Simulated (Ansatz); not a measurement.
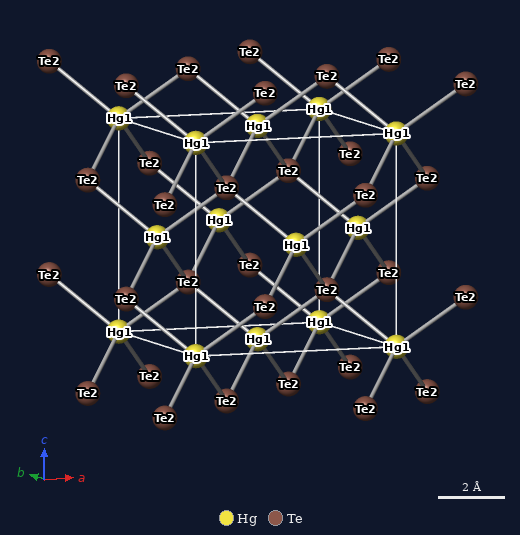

Reference structure: a crystal of HgTe (built on the measured structure type) at its r2SCAN-relaxed geometry. A ball-and-stick model of the conventional cell (4 times the calculation's cell), seen slightly off an axis. Lengths and directions refer to the drawn axes.

These are results of DFT, PBE, plane waves, PAW (Ansatz 0.2.0), not measurements. Set-up: plane-wave cutoff 420 eV; k-point mesh 6 × 6 × 6; occupations fermi dirac; smearing width 0.02 eV; no spin polarisation.

The variant: All lengths are scaled by +3.9 % (volume +12.1 %). The atoms were relaxed with r2SCAN under that strain, and this is a single point on that geometry.

Predict the response.

Energy change: +18.3 meV per atom. Pressure: 1.3 GPa before, −2.2 GPa after. All forces vanish by symmetry. Among the bonded contacts that change: Hg–Te 2.849 → 2.959 Å. The space group stays F-43m (No. 216).

The changed structure in the same view:

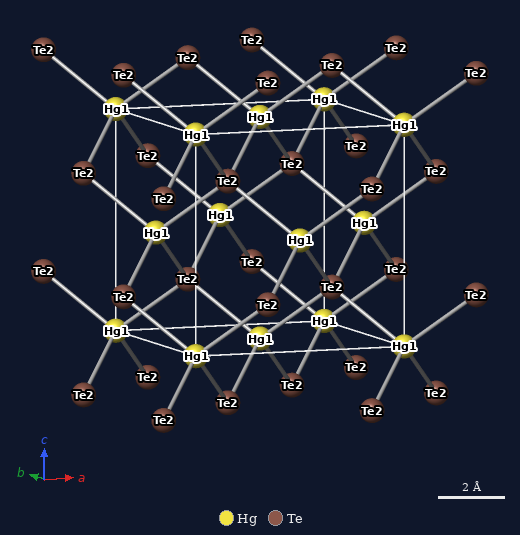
